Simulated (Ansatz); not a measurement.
Si18O35 (cell with a defect)

Input file:

```
crystal:
  lattice:
    - [7.1625, 4.1352713031, 0.0]
    - [-7.1625, 4.1352713031, 0.0]
    - [0.0, 0.0, 10.6092]
  atoms:
    - { symbol: Si, position: [0.1523333333, 0.8476666667, 0.4166666666] }
    - { symbol: Si, position: [0.1523333333, 0.8476666667, 0.9166666666] }
    - { symbol: Si, position: [0.4856666667, 0.5143333333, 0.4166666666] }
    - { symbol: Si, position: [0.4856666667, 0.5143333333, 0.9166666666] }
    - { symbol: Si, position: [0.819, 0.181, 0.4166666666] }
    - { symbol: Si, position: [0.819, 0.181, 0.9166666666] }
    - { symbol: Si, position: [0.1523333333, 0.3046666667, 0.0833333334] }
    - { symbol: Si, position: [0.1523333333, 0.3046666667, 0.5833333334] }
    - { symbol: Si, position: [0.4856666667, 0.9713333333, 0.0833333334] }
    - { symbol: Si, position: [0.4856666667, 0.9713333333, 0.5833333334] }
    - { symbol: Si, position: [0.819, 0.638, 0.0833333334] }
    - { symbol: Si, position: [0.819, 0.638, 0.5833333334] }
    - { symbol: Si, position: [0.362, 0.181, 0.25] }
    - { symbol: Si, position: [0.362, 0.181, 0.75] }
    - { symbol: Si, position: [0.6953333333, 0.8476666667, 0.25] }
    - { symbol: Si, position: [0.6953333333, 0.8476666667, 0.75] }
    - { symbol: Si, position: [0.0286666667, 0.5143333333, 0.25] }
    - { symbol: Si, position: [0.0286666667, 0.5143333333, 0.75] }
    - { symbol: O, position: [0.2320333333, 0.0560666667, 0.86501675] }
    - { symbol: O, position: [0.5653666667, 0.7227333333, 0.36501675] }
    - { symbol: O, position: [0.5653666667, 0.7227333333, 0.86501675] }
    - { symbol: O, position: [0.8987, 0.3894, 0.36501675] }
    - { symbol: O, position: [0.8987, 0.3894, 0.86501675] }
    - { symbol: O, position: [0.2320333333, 0.1759666667, 0.13498325] }
    - { symbol: O, position: [0.2320333333, 0.1759666667, 0.63498325] }
    - { symbol: O, position: [0.5653666667, 0.8426333333, 0.13498325] }
    - { symbol: O, position: [0.5653666667, 0.8426333333, 0.63498325] }
    - { symbol: O, position: [0.8987, 0.5093, 0.13498325] }
    - { symbol: O, position: [0.8987, 0.5093, 0.63498325] }
    - { symbol: O, position: [0.2772666667, 0.8426333333, 0.0316834166] }
    - { symbol: O, position: [0.2772666667, 0.8426333333, 0.5316834166] }
    - { symbol: O, position: [0.6106, 0.5093, 0.0316834166] }
    - { symbol: O, position: [0.6106, 0.5093, 0.5316834166] }
    - { symbol: O, position: [0.9439333333, 0.1759666667, 0.0316834166] }
    - { symbol: O, position: [0.9439333333, 0.1759666667, 0.5316834166] }
    - { symbol: O, position: [0.4907, 0.3894, 0.3016499166] }
    - { symbol: O, position: [0.4907, 0.3894, 0.8016499166] }
    - { symbol: O, position: [0.8240333333, 0.0560666667, 0.3016499166] }
    - { symbol: O, position: [0.8240333333, 0.0560666667, 0.8016499166] }
    - { symbol: O, position: [0.1573666667, 0.7227333333, 0.3016499166] }
    - { symbol: O, position: [0.1573666667, 0.7227333333, 0.8016499166] }
    - { symbol: O, position: [0.4907, 0.1013, 0.1983500834] }
    - { symbol: O, position: [0.4907, 0.1013, 0.6983500834] }
    - { symbol: O, position: [0.8240333333, 0.7679666667, 0.1983500834] }
    - { symbol: O, position: [0.8240333333, 0.7679666667, 0.6983500834] }
    - { symbol: O, position: [0.1573666667, 0.4346333333, 0.1983500834] }
    - { symbol: O, position: [0.1573666667, 0.4346333333, 0.6983500834] }
    - { symbol: O, position: [0.2772666667, 0.4346333333, 0.4683165834] }
    - { symbol: O, position: [0.2772666667, 0.4346333333, 0.9683165834] }
    - { symbol: O, position: [0.6106, 0.1013, 0.4683165834] }
    - { symbol: O, position: [0.6106, 0.1013, 0.9683165834] }
    - { symbol: O, position: [0.9439333333, 0.7679666667, 0.4683165834] }
    - { symbol: O, position: [0.9439333333, 0.7679666667, 0.9683165834] }
kpoints:
  mp_grid: { grid: [3, 3, 2] }
scf:
  occupations: { method: fermi_dirac, width: 0.01 }
hamiltonian:
  xc: pbe
  pseudopotentials: { kind: paw, frozen_core: stored }
output:
  forces: true
  stress: true
  populations: true
  efg: { quadrupole_moments_barn: { O: -0.02558 } }
  write_density: true
  write_potential: true
  elf: true
  volumetric_format: npy
relax:
  f_tol: 0.02
  max_steps: 50
```

Run with:

```sh
ansatz run input.yaml --threads 4 --pin off --max-ram 8192MiB --backend cpu --events-out ev --progress --plain --runs-dir out
```

The fields are those of the relaxed geometry.

Computed pressure about 6 GPa in this cell.

The calculation used Ansatz 0.2.0, DFT, PBE, plane-wave PAW, default files, scalar-relativistic, frozen cores.

Core electrons are frozen (PAW), and the valence fields are smoothed inside the atomic spheres.

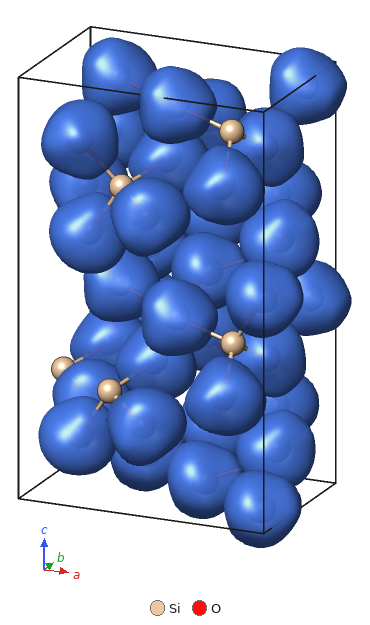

Figure 1. Isosurface of the electron localisation function at 0.65 (blue), seen slightly off an axis. Core shells and regions of very low density are left out. Sticks mark near contacts.

> Describe the localisation domains.

The ELF exceeds this value in one region between bonded Si–Si atoms (shared pairs) and 35 regions on O in which the atom's valence shell and bonds are merged, counted in one cell of 53 atoms. Any copies at cell faces, edges or corners count once. Profiles from the grid: Si–O (1.61 Å): the ELF peaks at about 0.85 between the atoms (a polar covalent bond). Si–Si (2.40 Å): the ELF peaks at about 1 between the atoms; a shared electron pair.

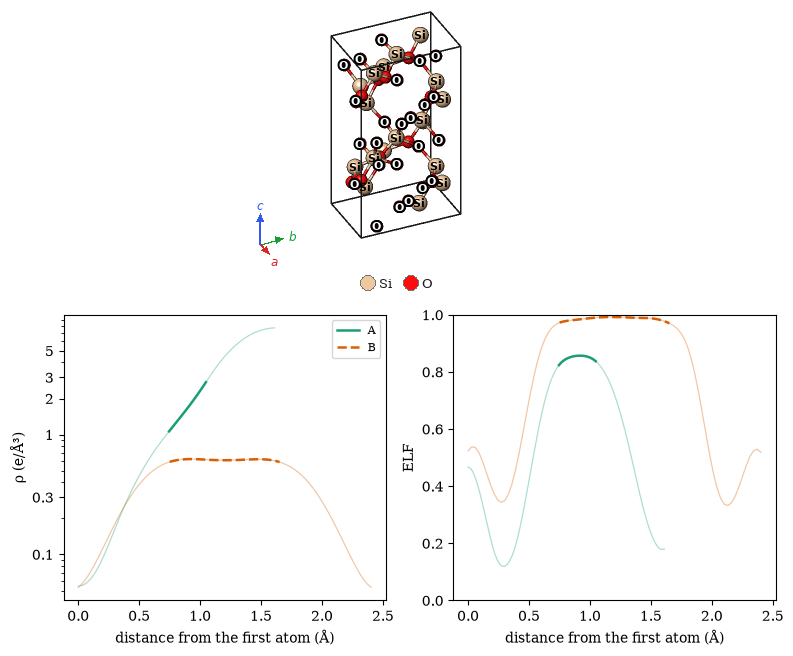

Figure 2. Valence charge density (pseudo) and electron localisation function along straight lines between neighbouring atoms. Thin, pale parts lie inside the atomic spheres. The structure is drawn too.

> Which curve belongs to which contact (Si–O and Si–Si)? The first atom named is at distance zero.

Curve A: Si–O (1.61 Å): ρ is about 1.3 e/Å³ halfway; the ELF peaks at about 0.85 between the atoms; a shared but strongly polarised pair. Curve B: Si–Si (2.40 Å): ρ is about 0.61 e/Å³ halfway; the ELF peaks at about 1 between the atoms (a covalent bond).

> Metal or insulator at this level of theory?

It is gapped, with a Kohn–Sham gap of 5.7 eV on the k-point mesh, an upper bound to the gap of this method.
